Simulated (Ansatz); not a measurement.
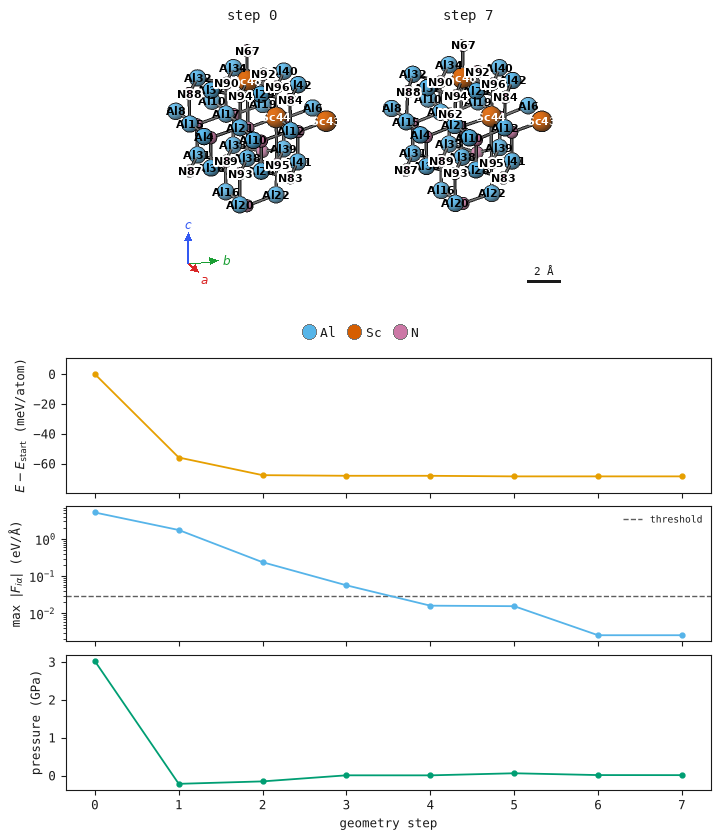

First and last geometry of a relaxation of a crystal of Al₄₂Sc₆N₄₈ (a generated structure, set up in P1), with the history of the run. The picture is a ball-and-stick view of the atoms within 5.0 Å of the atom that moves most (axes of the cell of the calculation (origin shifted)), seen slightly off an axis.

The calculation used DFT, PBEsol, PAW, plane waves in Ansatz. Set-up: plane-wave cutoff 420 eV; k-point mesh 1 × 1 × 1; mesh shifted by (0.5, 0.5, 0.5); no spin polarisation; cell relaxed at fixed alpha, beta, gamma; force threshold 0.03 eV/Å; at most 80 steps.

### Read the history and describe the run.

It converged. The largest move relative to the cell is that of an N atom, 0.22 Å roughly along −b. By element the largest moves are N 0.22 Å, Sc 0.13 Å, Al 0.11 Å. The volume changes by +0.8 %, with a 9.549 → 9.462 Å (−0.9 %), b 11.027 → 10.993 Å (−0.3 %), c 9.840 → 10.037 Å (+2.0 %). Among the contacts that change: N–Sc 1.900 → 2.072 Å, N–Sc 1.878 → 2.048 Å, N–Sc 1.884 → 2.021 Å, N–Sc 1.917 → 2.052 Å. Among the angles between lasting bonds that change: Al–N–Al 107.4° → 117.6°, Al–N–Al 104.7° → 112.6°, N–Al–N 115.2° → 107.4°. The space group stays P1 (No. 1). After 7 geometry steps the energy has fallen by 68.6 meV per atom. Largest force component: 5.2 eV/Å at the start, 0.0026 eV/Å at the end. The pressure goes from 3.02 to 0.01 GPa.

```csv
step,"E − E(0), meV/atom","largest force component, eV/Å","pressure, GPa"
0,0.00,5.1830,3.02
1,-55.92,1.7529,-0.22
2,-67.76,0.2386,-0.16
3,-68.17,0.0571,0.01
4,-68.19,0.0162,0.00
5,-68.58,0.0157,0.06
6,-68.57,0.0026,0.01
7,-68.57,0.0026,0.01
```
